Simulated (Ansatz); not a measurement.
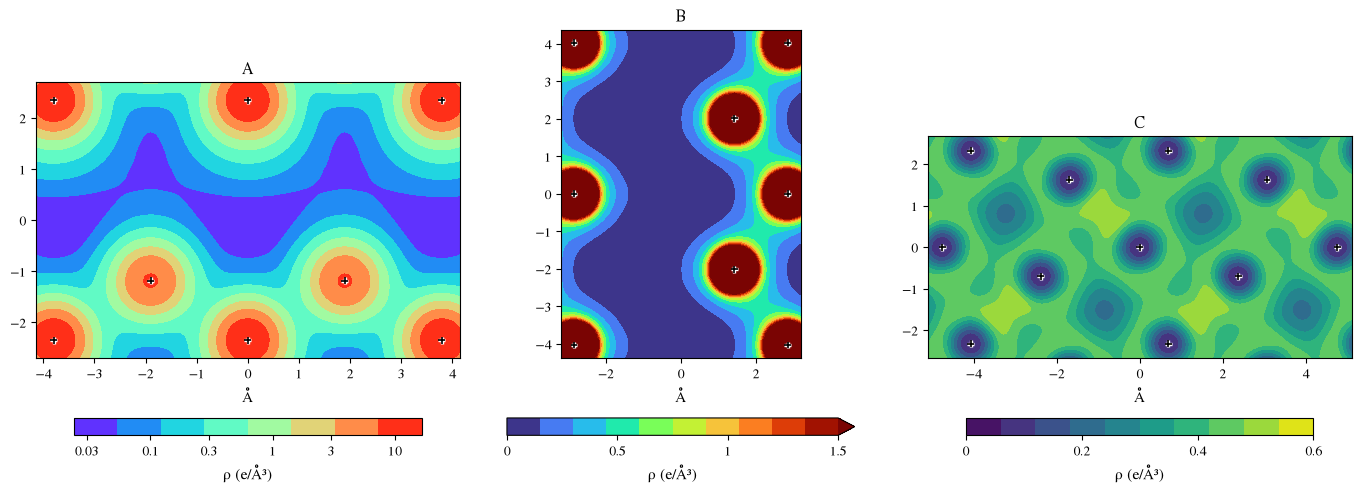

The valence pseudo-density of 3 systems, each on a plane through atoms (crosses mark nuclei in the plane).

Level of theory: Ansatz 0.2.0, DFT, PBE, plane-wave PAW, default files, scalar-relativistic.

System 1: SnO, the (100) plane of the conventional cell. Space group P4/nmm; computed pressure about 4 GPa in this cell.

```xyz
4
Lattice="3.7986 0.0000 0.0000 0.0000 3.7986 0.0000 0.0000 0.0000 4.6956" Properties=species:S:1:pos:R:3 pbc="T T T"
Sn    1.8993    0.0000    1.1667
Sn    0.0000    1.8993    3.5289
O     0.0000    0.0000    0.0000
O     1.8993    1.8993    0.0000
```

System 2: Ge, the (101) plane of the conventional cell. Space group Fd-3m; computed pressure about 2 GPa in this cell.

```
CELL_PARAMETERS angstrom
5.69482 0.00000 0.00000
0.00000 5.69482 0.00000
0.00000 0.00000 5.69482
ATOMIC_POSITIONS crystal
Ge 0.50000 0.00000 0.00000
Ge 0.00000 0.50000 0.00000
Ge 0.00000 0.00000 0.50000
Ge 0.50000 0.50000 0.50000
Ge 0.75000 0.25000 0.25000
Ge 0.25000 0.75000 0.25000
Ge 0.25000 0.25000 0.75000
Ge 0.75000 0.75000 0.75000
```

System 3: Si, the (100) plane of the conventional cell. Space group Cmce; computed pressure about 51 GPa in this cell.

```
Si
1.0
     7.92000    0.00000    0.00000
     0.00000    4.75860    0.00000
     0.00000    0.00000    4.64138
Si
16
Direct
  0.00000 0.17757 0.32497
  0.50000 0.67757 0.32497
  0.00000 0.32243 0.82497
  0.50000 0.82243 0.82497
  0.00000 0.82243 0.67503
  0.50000 0.32243 0.67503
  0.00000 0.67757 0.17503
  0.50000 0.17757 0.17503
  0.21856 0.00000 0.00000
  0.71856 0.50000 0.00000
  0.28144 0.00000 0.50000
  0.78144 0.50000 0.50000
  0.28144 0.50000 0.00000
  0.78144 0.00000 0.00000
  0.21856 0.50000 0.50000
  0.71856 0.00000 0.50000
```

**Match each panel to its system.**

Panel A is system 1, SnO: the plane holds Sn and O. Sn–O (2.23 Å): ρ is about 0.47 e/Å³ halfway. Panel B is system 2, Ge: the plane holds Ge. Ge–Ge (2.47 Å): ρ is about 0.5 e/Å³ halfway. Panel C is system 3, Si: the plane holds Si. Si–Si (2.34 Å): the density is about 0.52 e/Å³ at the midpoint.
